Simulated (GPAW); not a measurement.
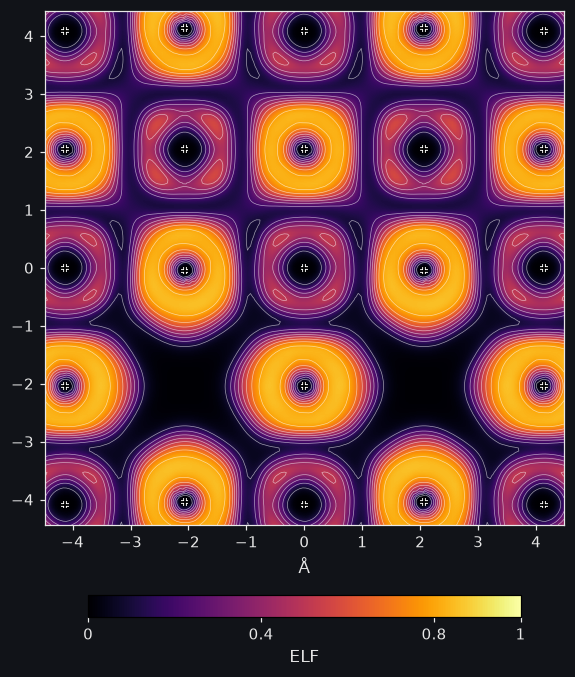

The electron localisation function on a plane through atoms (crosses mark nuclei in the plane).

These are results of Kohn-Sham DFT of a periodic cell, PBEsol, PAW data sets made by gpaw-setup for the functional (GPAW), not measurements.

Candidates:
A. Ti3O4, a = 4.13 Å, b = 4.13 Å, c = 8.18 Å, α = 90.00°, β = 90.00°, γ = 90.00°. Space group I4/mmm; a structure from a database of computed crystals, not necessarily the ambient phase; computed pressure about −4 GPa in this cell.
B. Ti, a = 3.28 Å, b = 3.28 Å, c = 3.28 Å, α = 90.00°, β = 90.00°, γ = 90.00°. Space group Im-3m; computed pressure about −7 GPa in this cell.
C. PbO, a = 3.99 Å, b = 3.99 Å, c = 5.01 Å, α = 90.00°, β = 90.00°, γ = 90.00°. Space group P4/nmm; not relaxed (largest force 0.4 eV/Å).

Q: Which candidate gave the map?

A: Candidate A: Ti3O4 on the (100) plane of the conventional cell, which holds Ti and O. Ti–O (2.04 Å): the ELF peaks at about 0.85 in the valence shell of O, 0.6 Å from its nucleus, and is about 0.15 at the midpoint; no shared electron pair shows on this line. Ti–Ti (2.91 Å): the ELF is about 0.15 at the midpoint; no shared electron pair shows on this line.
